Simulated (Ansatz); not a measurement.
# WS: a changed input and its effect

System: WS (Fm-3m, 2 atoms in the cell).
Method of run 1: DFT PBEsol+U, scalar-relativistic, plane waves, PAW, Ueff = 4 eV on W d, spin-polarised (Ansatz 0.2.0).

The structure was built on a prototype by a generator; it need not be a known phase. Text and figures count atoms from 1; the logs count them from 0 in places.

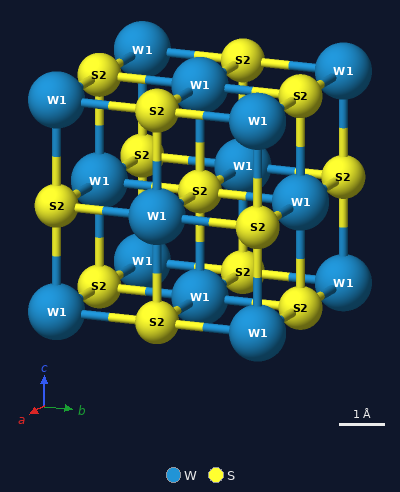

**Figure 1.** The structure (ball-and-stick view of the cell 4 times as large as that of the calculation, set on its symmetry axes, seen slightly off an axis; atoms are numbered from 1 in the order of the input). An atom can appear more than once, as a periodic image. Near neighbours in the periodic cell (some may lie outside the picture): W has 6 S at 2.45 Å; S has 6 W at 2.45 Å.

Input file, run 1:
```yaml
crystal:
  lattice:
    - [0.0, 2.4499136187, 2.4499136187]
    - [2.4499136187, 0.0, 2.4499136187]
    - [2.4499136187, 2.4499136187, 0.0]
  atoms:
    - { symbol: W, position: [0.0, 0.0, 0.0], spin: 2.5 }
    - { symbol: S, position: [0.5, 0.5, 0.5] }
basis:
  ecutwfc: 420
kpoints:
  mp_grid: { grid: [14, 14, 14] }
hamiltonian:
  xc: pbesol
  hubbard: { sites: [{ species: W, l: d, u_eff: 4.0 }] }
scf:
  occupations: { method: gaussian, width: 0.05 }
output:
  forces: true
  stress: true
  eigenvalues: true
  populations: true
magnetization:
  spin_polarized: true
```

Launched with:
```bash
ansatz run input.yaml --threads 1 --pin off --max-ram 2560MiB --backend cpu --events-out ev --progress --plain --runs-dir out
```

Hardware: 1 thread of Intel Xeon @ 2.50GHz (Skylake/Cascade Lake), 192 GiB of memory available, shared host.

Output, shortened to warnings, some set-up lines, iterations and results (run 1):
```
Basis set: ecut = 420 eV, 561 PW (Γ), exchange–correlation on 48×48×48 points (8 copies of the dense FFT grid, shifted against one another)
Symmetry: 48 space group operations
k-points: 104 of 2744
Initial density: superposition of atomic densities (chi_scale 0.1, normalization cell)
[...]
SCF iter   1: F=—  HF=-11135.038791 eV  |F-HF|=—  |Δ(HF+E_count)|=         —  Δρ=4.95e-2 (↑4.95e-2 ↓4.80e-2)  dr2=1.65e-1  dr2_m=5.86e-1  M=2.474 μB ∫|m|=2.485 μB  β_m=0.30  …
SCF iter   2: F=—  HF=-11135.392194 eV  |F-HF|=—  |Δ(HF+E_count)|=   3.53e-1  Δρ=3.48e-2 (↑3.48e-2 ↓3.46e-2)  dr2=5.65e-2  dr2_m=2.89e-1  M=2.623 μB ∫|m|=2.636 μB  β_m=0.30  …
SCF iter   3: F=—  HF=-11135.648941 eV  |F-HF|=—  |Δ(HF+E_count)|=   2.57e-1  Δρ=2.57e-2 (↑2.57e-2 ↓2.41e-2)  dr2=1.90e-2  dr2_m=1.54e-1  M=2.717 μB ∫|m|=2.727 μB  β_m=1.00  …
SCF iter   4: F=—  HF=-11135.882359 eV  |F-HF|=—  |Δ(HF+E_count)|=   2.33e-1  Δρ=3.57e-3 (↑3.57e-3 ↓3.12e-3)  dr2=1.41e-3  dr2_m=2.75e-3  M=2.803 μB ∫|m|=2.817 μB  β_m=1.00  …
SCF iter   5: F=—  HF=-11135.951567 eV  |F-HF|=—  |Δ(HF+E_count)|=   6.92e-2  Δρ=1.27e-3 (↑1.27e-3 ↓5.65e-4)  dr2=1.76e-4  dr2_m=1.76e-4  M=2.814 μB ∫|m|=2.828 μB  β_m=1.00  …
[... 11 lines ...]
SCF iter   3: F=—  HF=-11136.032593 eV  |F-HF|=—  |Δ(HF+E_count)|=   1.34e-2  Δρ=2.05e-4 (↑1.55e-4 ↓2.05e-4)  dr2=2.19e-5  dr2_m=4.60e-6  M=2.773 μB ∫|m|=2.777 μB  …
SCF iter   4: F=—  HF=-11136.032617 eV  |F-HF|=—  |Δ(HF+E_count)|=   2.44e-5  Δρ=8.16e-6 (↑8.04e-6 ↓8.16e-6)  dr2=7.54e-8  dr2_m=3.07e-9  M=2.767 μB ∫|m|=2.770 μB  …
SCF iter   5: F=-11136.032617 eV  HF=-11136.032617 eV  |F-HF|=1.55e-10  |Δ(HF+E_count)|=   1.92e-8  Δρ=6.40e-7 (↑6.40e-7 ↓5.54e-7)  dr2=2.88e-10  dr2_m=2.78e-11  M=2.767 μB …
SCF iter   6: F=-11136.032617 eV  HF=-11136.032617 eV  |F-HF|=1.66e-10  |Δ(HF+E_count)|=  2.00e-11  Δρ=6.63e-7 (↑6.63e-7 ↓5.59e-7)  dr2=3.01e-10  dr2_m=2.89e-11  M=2.767 μB …
SCF 2 converged in 6 iterations: F = -11136.032617 eV  dr2 = 3.01e-10
an SCF from another whole filling of 1 corrected shell (1 electron), with 36 of the crystal's symmetry operations given up (288 k-points in place of 104), reached no lower state that the run goes on to. This is no proof of a minimum. Whole fillings of corrected shells: 1 of 1 tried, 0 with no close
SCF converged after 13 iterations
Magnetization: 2.7666 μB (11.3833 up, 8.6167 down)
Absolute magnetization: 2.7705 μB (∫|ρ↑−ρ↓|, with the PAW one-centre terms)
Spin contamination: 0.0250 ħ² per cell (⟨S²⟩ above its minimum at these occupations)
Per-site moments (μB) at R_I (Å): [(1.796949523842153, 1.01058936771375), (0.08195016403821966, 1.01058936771375)]
Free energy (F): -11136.032617 eV
Harris-Foulkes:  -11136.032617 eV  (|F-HF|=2.35e-9)
Internal energy: -11136.031519 eV  (E = F + TS)
E sigma→0 (E₀):  -11136.032068 eV
Entropy (-TS):   -0.001098 eV (-0.549 meV/atom)
Fermi energy:    18.481120 eV
--- Per-component energies (eV) ---
  E_band       = -89.209342
  E_kinetic    = 571.352265
  E_local      = -827.699334  (includes V_loc(G=0)·N_el)
  E_nonlocal   = 35.542708
  E_hartree    = 300.625261
  E_xc         = -364.693865
  E_vxc        = -330.555961  (∫ρ·V_xc dr)
  E_hubbard    = 3.106049  (on-site DFT+U / exact-exchange correction)
  E_vhub       = -4.120652  (the Hubbard potential's part of the band-sum identity)
  E_paw        = -9022.550325  (= ΣΔE_a)
  E_vpaw       = -134.979184  (= ΣTr[D̂ρ^β])
  E_aug_tail   = -0.000059  (compensation charges beyond the density's cutoff)
  E_ewald      = -1831.997960
  E_core_change = 0.283741  (= ΣΔE_core)
  E_smearing   = -0.001098  (= −TS)
  E_closure    = 0.000000  (closes the sum)
  Σ components = -11136.032617   (vs F -11136.032617, Δ=0.00e0)
--- Forces (eV/Å), atoms counted from 1 ---
  atom   1  W     -0.00000000     0.00000000     0.00000000
  atom   2  S      0.00000000    -0.00000000    -0.00000000
  max |Σ_I F_I| component: 2.76e-30 eV/Å
--- Stress (GPa, compression-positive) ---
       25.941595       0.000000      -0.000000
       -0.000000      25.941595       0.000000
       -0.000000       0.000000      25.941595
  P = ⅓ Tr σ = 25.9416 GPa (259.416 kbar)
Occupation matrices written to [file]
--- Löwdin populations: 2 sites ---
  site symbol       q [e]    m [muB]
     0      W     13.7330     2.7163
     1      S      6.0892     0.0025
  spilling = 0.008893 (of n_electrons = 20.000000)
```

The input of run 2 differs as follows (lines with − go, lines with + come):
```diff
-    - { symbol: W, position: [0.0, 0.0, 0.0], spin: 2.5 }
+    - { symbol: W, position: [0.0, 0.0, 0.0] }
-  populations: true
-magnetization:
-  spin_polarized: true
```

What does this change do to the results?

With the same functional and potentials, run 2 lies 353.7 meV per atom higher. The pressure goes from 25.94 to 1.00 GPa. On the same kind of shared host run 2 took about 0.069 times as long.

Output, shortened to warnings, some set-up lines, iterations and results (run 2):
```
Basis set: ecut = 420 eV, 561 PW (Γ), exchange–correlation on 48×48×48 points (8 copies of the dense FFT grid, shifted against one another)
Symmetry: 48 space group operations
k-points: 104 of 2744
Initial density: superposition of atomic densities (chi_scale 0.1, normalization cell, long waves kept (reshape's long-wave potential 0.00 eV rms))
[...]
SCF iter   1: F=—  HF=-11134.981345 eV  |F-HF|=—  |Δ(HF+E_count)|=         —  Δρ=2.86e-2  dr2=2.35e-1  ethr=1.17e-3  ⟨swp⟩=1.0  Hψ=10631  notcnv=0
SCF iter   2: F=—  HF=-11135.198793 eV  |F-HF|=—  |Δ(HF+E_count)|=   2.17e-1  Δρ=2.14e-2  dr2=1.61e-1  ethr=1.17e-3  ⟨swp⟩=2.8  Hψ=2723  notcnv=0
SCF iter   3: F=—  HF=-11135.272046 eV  |F-HF|=—  |Δ(HF+E_count)|=   7.33e-2  Δρ=9.21e-3  dr2=2.55e-2  ethr=8.05e-4  ⟨swp⟩=2.5  Hψ=3191  notcnv=0  defer=9
SCF iter   4: F=—  HF=-11135.314119 eV  |F-HF|=—  |Δ(HF+E_count)|=   4.21e-2  Δρ=5.88e-3  dr2=3.32e-3  ethr=1.28e-4  ⟨swp⟩=2.1  Hψ=2176  notcnv=0  defer=9
SCF iter   5: F=—  HF=-11135.325024 eV  |F-HF|=—  |Δ(HF+E_count)|=   1.09e-2  Δρ=2.42e-3  dr2=1.76e-3  ethr=1.66e-5  ⟨swp⟩=2.3  Hψ=2737  notcnv=0  defer=6
SCF iter   6: F=—  HF=-11135.325086 eV  |F-HF|=—  |Δ(HF+E_count)|=   6.27e-5  Δρ=7.07e-4  dr2=8.76e-5  ethr=8.78e-6  ⟨swp⟩=2.1  Hψ=2318  notcnv=0  defer=6
SCF iter   7: F=—  HF=-11135.325161 eV  |F-HF|=—  |Δ(HF+E_count)|=   7.50e-5  Δρ=5.27e-5  dr2=2.19e-7  ethr=4.38e-7  ⟨swp⟩=2.0  Hψ=1992  notcnv=0  defer=6
SCF iter   8: F=-11135.325163 eV  HF=-11135.325163 eV  |F-HF|=7.22e-9  |Δ(HF+E_count)|=   1.58e-6  Δρ=7.27e-6  dr2=4.48e-9  ethr=5.00e-10  ⟨swp⟩=6.4  Hψ=6871  notcnv=0
SCF 1 converged in 8 iterations: F = -11135.325163 eV  dr2 = 4.48e-9
SCF converged after 8 iterations
Free energy (F): -11135.325163 eV
Harris-Foulkes:  -11135.325163 eV  (|F-HF|=7.22e-9)
Internal energy: -11135.322020 eV  (E = F + TS)
E sigma→0 (E₀):  -11135.323592 eV
Entropy (-TS):   -0.003143 eV (-1.571 meV/atom)
Fermi energy:    18.426144 eV
--- Per-component energies (eV) ---
  E_band       = -91.346273
  E_kinetic    = 566.140066
  E_local      = -819.359121  (includes V_loc(G=0)·N_el)
  E_nonlocal   = 33.612354
  E_hartree    = 295.775423
  E_xc         = -363.029210
  E_vxc        = -328.400492  (∫ρ·V_xc dr)
  E_hubbard    = 4.797585  (on-site DFT+U / exact-exchange correction)
  E_vhub       = -0.999886  (the Hubbard potential's part of the band-sum identity)
  E_paw        = -9021.544840  (= ΣΔE_a)
  E_vpaw       = -133.890724  (= ΣTr[D̂ρ^β])
  E_aug_tail   = -0.000059  (compensation charges beyond the density's cutoff)
  E_ewald      = -1831.997960
  E_core_change = 0.283741  (= ΣΔE_core)
  E_smearing   = -0.003143  (= −TS)
  E_closure    = 0.000000  (closes the sum)
  Σ components = -11135.325163   (vs F -11135.325163, Δ=0.00e0)
--- Forces (eV/Å), atoms counted from 1 ---
  atom   1  W     -0.00000000    -0.00000000    -0.00000000
  atom   2  S      0.00000000    -0.00000000     0.00000000
  max |Σ_I F_I| component: 1.58e-30 eV/Å
--- Stress (GPa, compression-positive) ---
        1.004746       0.000000       0.000000
        0.000000       1.004746       0.000000
        0.000000       0.000000       1.004746
  P = ⅓ Tr σ = 1.0047 GPa (10.047 kbar)
Occupation matrices written to [file]
```

The two runs side by side:

| quantity | run 1 | run 2 |
| --- | --- | --- |
| outcome | converged | converged |
| free energy per atom (eV) | −5568.0163 | −5567.6626 |
| energy per atom, smearing taken to zero (eV) | −5568.0160 | −5567.6618 |
| gap on the mesh (eV) | 0.00 | 0.00 |
| net moment of the cell (μB) | 2.77 | – |
| absolute moment of the cell (μB) | 2.77 | – |
| pressure (GPa) | 25.94 | 1.00 |
| largest force (eV/Å) | 0.000 | 0.000 |
| irreducible k-points | 104 | 104 |
| plane waves at Γ | 561 | 561 |
| SCF iterations | – | 8 |
| wall time (shared host) | 1.7 min | 7 s |

For both runs: Spin–orbit coupling is left out, which matters for W. For run 1: The electronic state found may not be the lowest one. The cell is under a pressure of 26 GPa at this level, so it is not at its equilibrium volume.
